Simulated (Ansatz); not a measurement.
Sc (Pm-3m, No. 221): the geometry given to an electronic-structure calculation, possibly off equilibrium; the starting structure was generated, so it need not be a known form of this composition.

```cif
data_structure
_symmetry_space_group_name_H-M 'P 1'
_symmetry_Int_Tables_number 1
_cell_length_a 3.0082
_cell_length_b 3.0082
_cell_length_c 3.0082
_cell_angle_alpha 90.000
_cell_angle_beta 90.000
_cell_angle_gamma 90.000
_cell_volume 27.22
loop_
_atom_site_label
_atom_site_type_symbol
_atom_site_fract_x
_atom_site_fract_y
_atom_site_fract_z
_atom_site_occupancy
Sc1 Sc 0.00000 0.00000 0.00000 1
```

Q: What will a HAADF-like image along [221] show? Simulation: incoherent imaging, intensity Z^1.7 per atom, probe width 0.69 Å, thin sample. The probe carries 25 % of its weight in a tail 2.5 times as wide. The display is stretched by a gamma of 0.65; percentages refer to the linear signal. The speckle of an amorphous layer was added.

A: The columns repeat on a centred rectangular net of 1.42 × 4.25 Å (plane group c2mm). All columns are alike (Sc). The shortest distance between visible columns is 1.42 Å in projection. Along the beam the structure repeats every 9.02 Å.

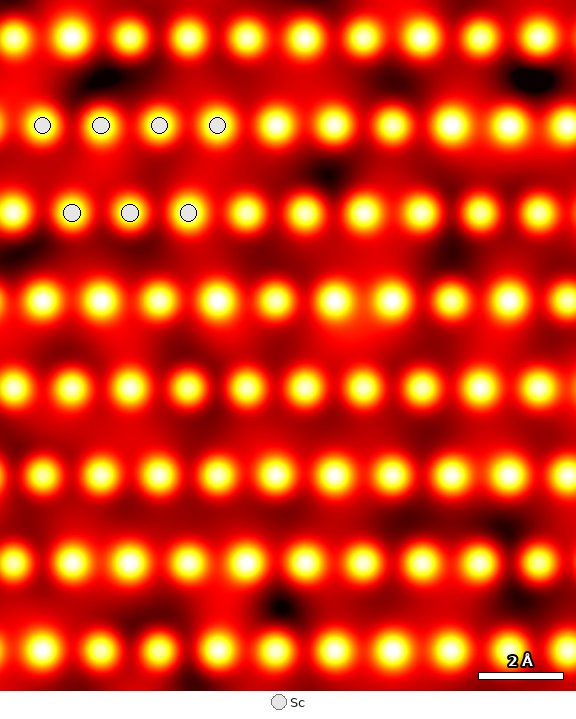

The simulated image, with the columns of the model marked in one corner.
